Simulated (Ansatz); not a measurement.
Run report: FePt, band-structure calculation

- system: FePt (P4/mmm, 2 atoms in the cell)
- method: DFT PBE, scalar-relativistic, plane waves, PAW, spin-polarised (Ansatz 0.2.0)

The structure was made by a generator, so it may or may not be a known phase. Figures and captions count atoms from 1; the log counts them from 0 in places.

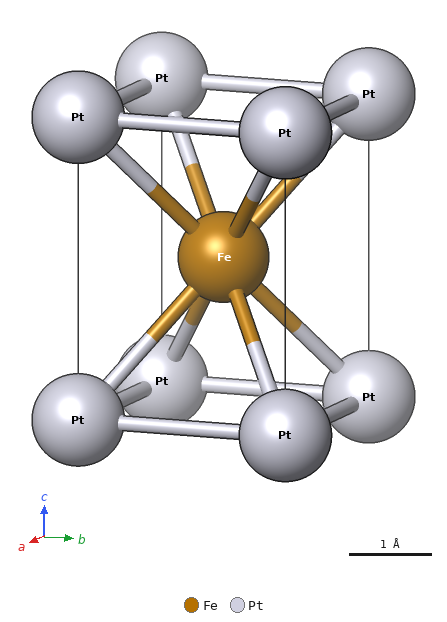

**Figure 1.** The input geometry (ball-and-stick view of the cell of the calculation, seen slightly off an axis). An atom can appear more than once, as a periodic image.

Input
```yaml
crystal:
  lattice:
    - [2.729103282, 0.0, 0.0]
    - [0.0, 2.729103282, 0.0]
    - [0.0, 0.0, 3.7652258568]
  atoms:
    - { symbol: Fe, position: [0.5, 0.5, 0.5], spin: 3.28 }
    - { symbol: Pt, position: [0.0, 0.0, 0.0], spin: 0.42 }
basis:
  ecutwfc: 420
kpoints:
  mp_grid: { grid: [20, 20, 14] }
  band_path:
    path:
      - [[0.0, 0.0, 0.0], [0.0, 0.5, 0.0], [0.5, 0.5, 0.0], [0.0, 0.0, 0.0], [0.0, 0.0, 0.5], [0.0, 0.5, 0.5], [0.5, 0.5, 0.5], [0.0, 0.0, 0.5]]
      - [[0.0, 0.5, 0.0], [0.0, 0.5, 0.5]]
      - [[0.5, 0.5, 0.0], [0.5, 0.5, 0.5]]
    npoints: 14
hamiltonian:
  xc: pbe
scf:
  occupations: { method: gaussian, width: 0.1 }
  n_extra_bands: 6
output:
  forces: true
  stress: true
  eigenvalues: true
  populations: true
  dos: { projected: true, de: 0.02, nscf_kmesh: { grid: [24, 24, 17] } }
  bader: true
  write_density: true
  write_potential: true
  elf: true
  volumetric_format: npy
magnetization:
  spin_polarized: true
checkpoint:
  read: start.run
  write: ck
  compress: false
  write_wavefunctions: false
  write_every: 100000
```

Hardware: 4 threads of Intel Xeon @ 2.50GHz (Skylake/Cascade Lake), 189 GiB of memory available, shared host.

Launch command:
```bash
ansatz run input.yaml --threads 4 --pin off --max-ram 8192MiB --backend cpu --events-out ev --progress --plain --runs-dir out
```

Output
```
Warning: checkpoint.read: spin seed differs: saved 0e36e50d5c66…, current 168c730ade86…; the loaded state replaces the seed-built initial guess (but the starting_ns of a DFT+U solve that opens without the state's occupation matrices), so the run may converge into the producing seed's basin, or, where the symmetry group that follows from this deck's starting moments and starting_ns does not hold the saved magnetisation, lose that magnetisation at its first build. Where atoms have moved since the state was saved, this difference can also decide whether moments are moved with them. A self-consistent run of this deck without the state starts from its starting moments and, under a DFT+U term, its starting_ns
scf.n_extra_bands = 6 over 17 filled bands (N_el = 34.0): the run solves 23 bands
Engine: ansatz 0.2.0, x86_64-unknown-linux-gnu
Pseudopotentials: kind: paw
Pseudopotential: Fe, paw, valence charge 16, recommended cutoff 420 eV (normal), Fe.paw.azcp
Pseudopotential: Pt, paw, valence charge 18, recommended cutoff 420 eV (normal), Pt.paw.azcp
Functional definition: PBE
  parameter kappa = 0.804
  parameter beta = 0.06672455060314922
  exchange = pbe_x(kappa = kappa, mu = beta*pi^2/3)
  correlation = pbe_c(beta = beta)
Crystal: 2 atoms, lattice volume = 28.043 Å³
Basis set: ecut = 420 eV, 553 PW (Γ), exchange–correlation on 40×40×54 points (8 copies of the dense FFT grid, shifted against one another)
Bands: 23, of which v1, the nominal top of the filled ones, is band 17 counted from 1 (16 counted from 0)
Symmetry: 16 space group operations
Space group: P4/mmm (ITA 123), of the structure as read, at distance tolerance 3.0e-5 Å
Magnetic group: BNS 123.339 (UNI 999), of the structure as read, at distance tolerance 3.0e-5 Å
k-points: 528 of 5600
Non-local potential: Fe, projectors of the file, l = 0: 3, l = 1: 2, l = 2: 3, l = 3: 1
Non-local potential: Pt, projectors of the file, l = 0: 3, l = 1: 2, l = 2: 2, l = 3: 1
PAW form: soft (Blöchl's): semilocal exchange-correlation on the pseudo side does not see the compensation charge
PAW one-centre angular grid: Fe, 590 points (default); XC on 64 Gauss nodes
PAW one-centre angular grid: Pt, 590 points (default); XC on 64 Gauss nodes
Initial density: read from a saved state, or passed on in memory by an earlier SCF of this step, an earlier step, the calling program or the single point that the run made first
Stability of the state it starts from, as read at its close in the collinear treatment: not read negative (Ritz values of 1 − χ₀K, real part plus size of imaginary part, from 0.59 to 1.0, by its mixing steps under the symmetry group of the SCF that read it); its run was given moments
Starting moments: Σ|m| = 3.7 μB on 2 of 2 sites; this step starts from the density that it was given
Initial wavefunctions: pseudopotential atomic-orbital guess
Functional: x = pbe(κ = 0.804, μ = 0.2195149727645171), c = pbe(β = 0.06672455060314922)
iter 1 solved again at ethr=1.78e-8 eV; its pass at ethr=3.10e-3 eV (dr2=6.04e-6 eV) is discarded
SCF iter   1: F=—  HF=-17003.963498 eV  |F-HF|=—  |Δ(HF+E_count)|=         —  Δρ=7.96e-7 (↑7.01e-7 ↓7.96e-7)  dr2=5.46e-10  dr2_m=3.08e-12  M=3.296 μB ∫|m|=3.475 μB  β_m=0.30  ethr=1.78e-8  ⟨swp⟩=3.0  Hψ=162840  notcnv=0
preconditioner: auto → none  [metal: Δε(μ)=0.012 eV  Ē_g=9.517 eV  σ=0.100 eV  W_gap=0.07  n_scr=6 (ndim 8)  ℏωp=29.7 eV  f_vac=0.000  D(μ)=1.27/eV (n_scr^D=14)]
SCF iter   2: F=-17003.963498 eV  HF=-17003.963498 eV  |F-HF|=3.07e-9  |Δ(HF+E_count)|=   1.14e-9  Δρ=2.03e-6 (↑1.22e-6 ↓2.03e-6)  dr2=3.14e-9  dr2_m=5.20e-11  M=3.296 μB ∫|m|=3.475 μB  ethr=1.61e-12  ⟨swp⟩=8.0  Hψ=130424  notcnv=0
SCF 1 converged in 2 iterations: F = -17003.963498 eV  dr2 = 3.14e-9
  greatest PAW one-centre occupation: 1.003 electrons in one spin orbital (limit 2), on the Fe atom at site 0 (counted from 0), in its partial waves of l = 1
NSCF: frozen V_eff on 129 k-points
NSCF: frozen V_eff on 819 k-points
SCF converged after 2 iterations
Magnetization: 3.2963 μB (18.6482 up, 15.3518 down)
Absolute magnetization: 3.4756 μB (∫|ρ↑−ρ↓|, with the PAW one-centre terms)
Spin contamination: 0.0915 ħ² per cell (⟨S²⟩ above its minimum at these occupations)
Per-site moments (μB) at R_I (Å): [(2.9808890278293987, 1.1120860612140744), (0.382980284020786, 1.1120860612140744)]
Free energy (F): -17003.963498 eV
Harris-Foulkes:  -17003.963498 eV  (|F-HF|=3.07e-9)
Internal energy: -17003.957154 eV  (E = F + TS)
E sigma→0 (E₀):  -17003.960326 eV
Entropy (-TS):   -0.006344 eV (-3.172 meV/atom)
Fermi energy:    20.152542 eV
--- Per-component energies (eV) ---
  E_band       = -380.073426
  E_kinetic    = 983.470715
  E_local      = -3688.944565  (includes V_loc(G=0)·N_el)
  E_nonlocal   = 422.063520
  E_hartree    = 1473.493738
  E_xc         = -378.758441
  E_vxc        = -453.394104  (∫ρ·V_xc dr)
  E_paw        = -10822.165906  (= ΣΔE_a)
  E_vpaw       = -590.259683  (= ΣTr[D̂ρ^β])
  E_aug_tail   = 0.001111  (compensation charges beyond the density's cutoff)
  E_ewald      = -4993.117326
  E_smearing   = -0.006344  (= −TS)
  E_closure    = 0.000000  (closes the sum)
  Σ components = -17003.963498   (vs F -17003.963498, Δ=0.00e0)
--- Forces (eV/Å), atoms counted from 1 ---
  atom   1  Fe     0.00000000    -0.00000000     0.00000000
  atom   2  Pt    -0.00000000     0.00000000     0.00000000
  max |Σ_I F_I| component: 3.63e-29 eV/Å
--- Stress (GPa, compression-positive) ---
       -0.001580       0.000000       0.000000
        0.000000      -0.001580       0.000000
        0.000000       0.000000      -0.007744
  P = ⅓ Tr σ = -0.0036 GPa (-0.036 kbar)
--- Band table (eV; the first three rows and the last of 1056) ---
  k-point 0 ↑: bands = ["-78.4647", "-68.7057", "-34.9127", "-34.6178", "-34.6178", "-32.6739", "-32.5782", "-32.5782", "10.6431", "13.8869", "14.0745", "16.7632", "16.7632", "17.2191", "18.0584", "18.1902", "19.6312", "19.7317", "19.7317", "22.2413", "29.5071", "31.7810", "31.7810"]
  k-point 1 ↑: bands = ["-78.4647", "-68.7057", "-34.9123", "-34.6177", "-34.6177", "-32.6749", "-32.5784", "-32.5784", "10.7055", "13.9136", "14.0923", "16.7884", "16.7884", "17.1916", "18.0683", "18.1598", "19.6192", "19.6732", "19.6732", "21.9132", "29.9110", "31.9108", "31.9108"]
  k-point 2 ↑: bands = ["-78.4647", "-68.7057", "-34.9110", "-34.6174", "-34.6174", "-32.6775", "-32.5787", "-32.5787", "10.8892", "13.9901", "14.1437", "16.8637", "16.8637", "17.1133", "18.0717", "18.0969", "19.5066", "19.5066", "19.5849", "21.1057", "30.9403", "32.2895", "32.2895"]
  k-point 527 ↓: bands = ["-78.1922", "-65.2653", "-32.5533", "-32.5533", "-32.3295", "-31.4347", "-31.4145", "-31.4145", "14.3239", "15.5688", "15.5688", "18.2662", "18.6447", "18.8570", "18.8570", "20.9685", "21.1054", "21.9225", "27.6612", "27.6612", "28.6141", "28.8852", "28.8963"]
--- Löwdin populations: 2 sites ---
  site symbol       q [e]    m [muB]
     0     Fe     15.5801     2.9730
     1     Pt     18.0347     0.4155
  spilling = 0.011328 (of n_electrons = 34.000000)
--- Bader charges: 2 sites ---
  site symbol  charge [e]  shift [e]    m [muB]
     0     Fe      0.6581     0.0013     2.9860
     1     Pt     -0.6581     0.0013     0.3103
  estimated error of the sums over rays = 3.3e-4 e
```

File bader_charges.tsv
```
# site	symbol	x_ang	y_ang	z_ang	partial_charge_e	electrons	volume_ang3	relative_density_drop	shared_charge_e	partial_wave_shift_e	spin_moment_mub
# quadrature_error_electrons = 3.3e-4
0	Fe	1.3646	1.3646	1.8826	0.65810	25.34190	10.43	-	0.65810	0.00133	2.98596
1	Pt	0.0000	0.0000	0.0000	-0.65810	78.65810	17.61	-	-0.65810	0.00133	0.31035
```

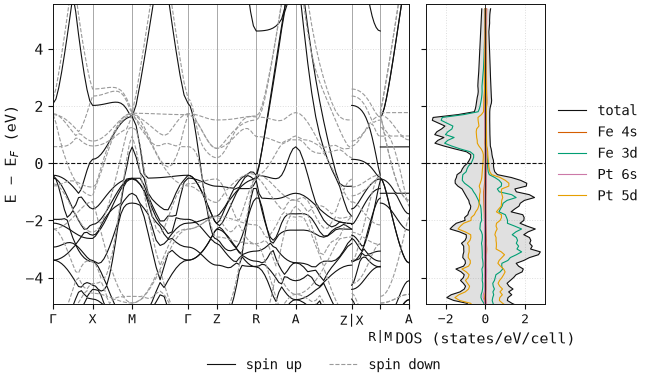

**Figure 2.** Band structure along Γ–X–M–Γ–Z–R–A–Z|X–R|M–A and density of states (projected on Löwdin-orthogonalised atomic shells), with energies from the Fermi level. Bands cross the Fermi level: a metal at this level of theory.

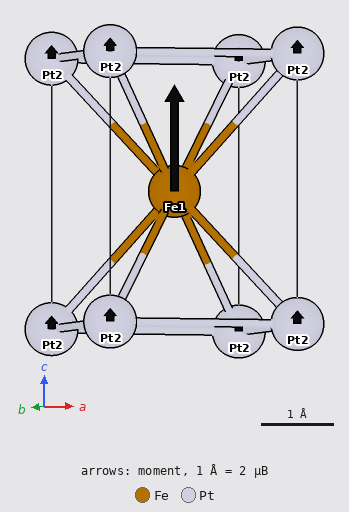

**Figure 3.** Magnetic moments of the sites as black arrows (ball-and-stick view of the cell of the calculation, seen at an oblique angle; atoms are numbered from 1 in the order of the input); small moments hardly show. The run is collinear, so the axis drawn is arbitrary. Site moments: Fe1 (2.98 μB); Pt2 (0.38 μB). They are counted near the atoms and needn't add up to the moment of the cell.

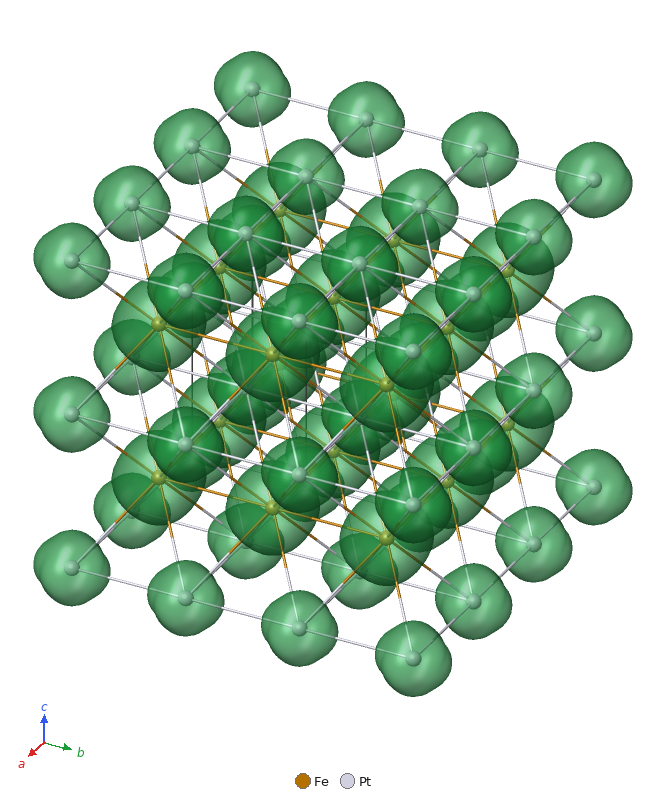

**Figure 4.** Isosurfaces of the spin density at +0.08 (green) and −0.08 e/Å³ (red), seen at an oblique angle. Sticks mark near contacts. The outline is the cell set on symmetry axes. The cell of the calculation (2 atoms) carries 3.3 μB net. Only one sign reaches the isovalue. Core electrons are frozen (PAW), so the fields are smoothed inside the atomic spheres.

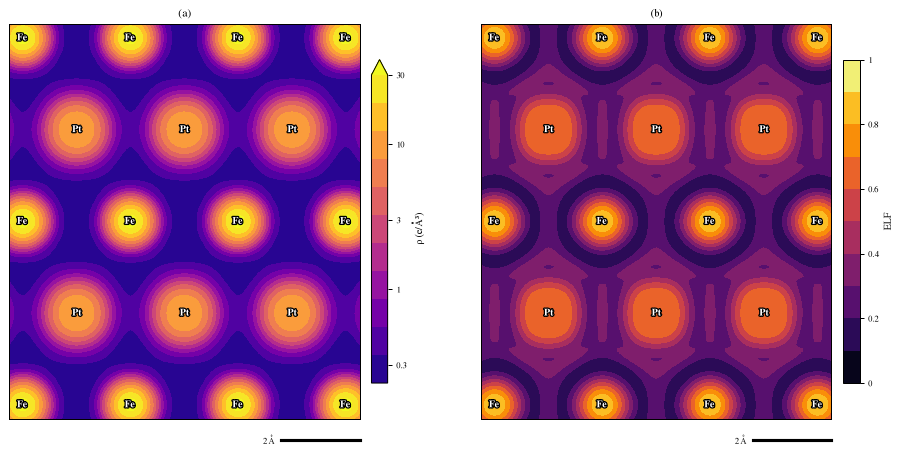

**Figure 5.** (a) valence pseudo-density; (b) ELF on the (011̄) plane of the conventional cell. The section cuts through Fe and Pt sites. Fe–Pt (2.70 Å): ρ at the midpoint is about 0.34 e/Å³; the ELF is about 0.30 at the midpoint (no localised pair between them). Fe–Fe (2.73 Å): ρ at the midpoint is about 0.23 e/Å³; the ELF is about 0.25 at the midpoint; no shared electron pair. Pt–Pt (2.73 Å): ρ at the midpoint is about 0.41 e/Å³; the ELF is about 0.30 at the midpoint; no localised pair between them. Away from the nuclei the density in this plane falls to 0.23 e/Å³ at its lowest. The strong features right at Fe and Pt lie inside the PAW spheres (semicore, d or f shells) and say nothing about bonding.

Summary

- outcome: converged
- space group (tolerance 0.01 Å): P4/mmm (123)
- electrons treated: 34
- free energy: −17003.9635 eV
- Fermi energy: 20.153 eV
- gap on the k-point mesh: none (metallic)
- net moment of the cell: 3.30 μB
- integrated absolute moment: 3.48 μB
- pressure: 0.00 GPa
- largest force (length of the vector): under 0.001 eV/Å
- wall time: 45 s (CPU time 2.7 min)
- peak memory: 0.78 GiB

The program warns: the state was not tested for a lower one. Spin–orbit coupling is left out, which matters for Pt.
